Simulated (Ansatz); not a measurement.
System: Si₁₆O₃₁ (cell charge +2, with a compensating background) (cell with a defect).

```yaml
crystal:
  lattice:
    - [0.09559, 6.15300, 6.15547]
    - [0.09559, -6.15300, 6.15547]
    - [7.06920, 0.00000, 0.00000]
  atoms:
    - { symbol: Si, position: [0.08256, 0.82006, 0.70630] }
    - { symbol: Si, position: [0.35118, 0.05698, 0.10455] }
    - { symbol: Si, position: [0.32710, 0.59691, 0.84950] }
    - { symbol: Si, position: [0.14387, 0.43685, 0.38834] }
    - { symbol: Si, position: [0.43427, 0.27474, 0.42258] }
    - { symbol: Si, position: [0.57701, 0.39005, 0.74345] }
    - { symbol: Si, position: [0.12556, 0.31914, 0.99426] }
    - { symbol: Si, position: [0.92040, 0.11966, 0.76745] }
    - { symbol: O, position: [0.75549, 0.25519, 0.25541] }
    - { symbol: O, position: [0.47440, 0.98437, 0.96263] }
    - { symbol: O, position: [0.01125, 0.73428, 0.13622] }
    - { symbol: O, position: [0.50100, 0.75483, 0.36226] }
    - { symbol: O, position: [0.57364, 0.33220, 0.96187] }
    - { symbol: O, position: [0.44303, 0.13683, 0.27825] }
    - { symbol: O, position: [0.92197, 0.16216, 0.54379] }
    - { symbol: O, position: [0.06734, 0.35980, 0.20729] }
    - { symbol: O, position: [0.24503, 0.74970, 0.76376] }
    - { symbol: O, position: [0.24585, 0.91881, 0.19245] }
    - { symbol: O, position: [0.19271, 0.47609, 0.90049] }
    - { symbol: O, position: [0.24962, 0.58618, 0.33458] }
    - { symbol: O, position: [0.25541, 0.18706, 0.99175] }
    - { symbol: O, position: [0.03855, 0.97577, 0.81199] }
    - { symbol: O, position: [0.26117, 0.31455, 0.48712] }
    - { symbol: O, position: [0.44930, 0.52287, 0.69914] }
    - { symbol: Si, position: [0.67175, 0.38734, 0.14047] }
    - { symbol: Si, position: [0.86292, 0.57532, 0.60552] }
    - { symbol: Si, position: [0.83570, 0.10700, 0.35449] }
    - { symbol: Si, position: [0.63654, 0.93013, 0.88192] }
    - { symbol: Si, position: [0.85823, 0.69192, 0.02410] }
    - { symbol: Si, position: [0.07205, 0.88137, 0.25789] }
    - { symbol: Si, position: [0.64714, 0.81625, 0.47703] }
    - { symbol: Si, position: [0.42033, 0.61665, 0.25794] }
    - { symbol: O, position: [0.01495, 0.49296, 0.53456] }
    - { symbol: O, position: [0.54356, 0.24820, 0.60155] }
    - { symbol: O, position: [0.97472, 0.26903, 0.88050] }
    - { symbol: O, position: [0.06193, 0.83401, 0.48237] }
    - { symbol: O, position: [0.93075, 0.69056, 0.78655] }
    - { symbol: O, position: [0.43044, 0.64000, 0.03259] }
    - { symbol: O, position: [0.60413, 0.82470, 0.69895] }
    - { symbol: O, position: [0.78498, 0.52850, 0.08736] }
    - { symbol: O, position: [0.74701, 0.45611, 0.70055] }
    - { symbol: O, position: [0.70399, 0.98058, 0.40008] }
    - { symbol: O, position: [0.74800, 0.07469, 0.83499] }
    - { symbol: O, position: [0.78217, 0.68490, 0.45089] }
    - { symbol: O, position: [0.51918, 0.43968, 0.29636] }
    - { symbol: O, position: [0.72642, 0.81932, 0.03348] }
    - { symbol: O, position: [0.96412, 0.03040, 0.21552] }
```

PAW files of the earlier set (soft_1).

Level of theory: DFT PBE, scalar-relativistic, plane waves, PAW (Ansatz 0.2.0).

### What will maps of the valence pseudo-density and electron localisation function show?

Si–O (1.61 Å): ρ is about 1.2 e/Å³ halfway; the ELF peaks at about 0.85 between the atoms (a polar covalent bond).
Si–O (1.61 Å): ρ is about 1.2 e/Å³ halfway; the ELF peaks at about 0.85 between the atoms: a shared but strongly polarised pair.

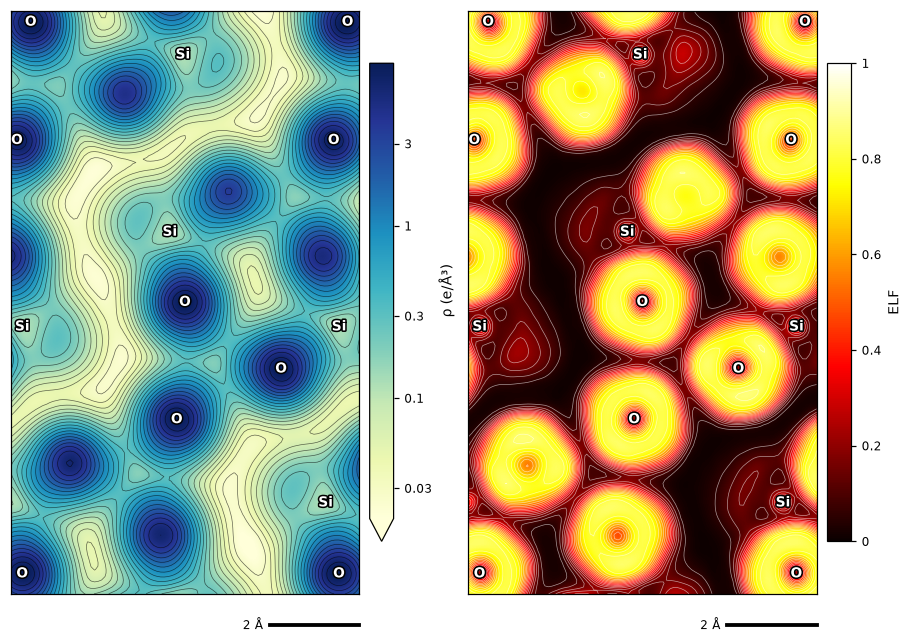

Computed valence pseudo-density and electron localisation function on the (11̄0) plane of the calculation cell, in this order. Atoms just off the plane (Si, 0.5 Å away and O, 0.3 Å away) can leave unmarked features too.
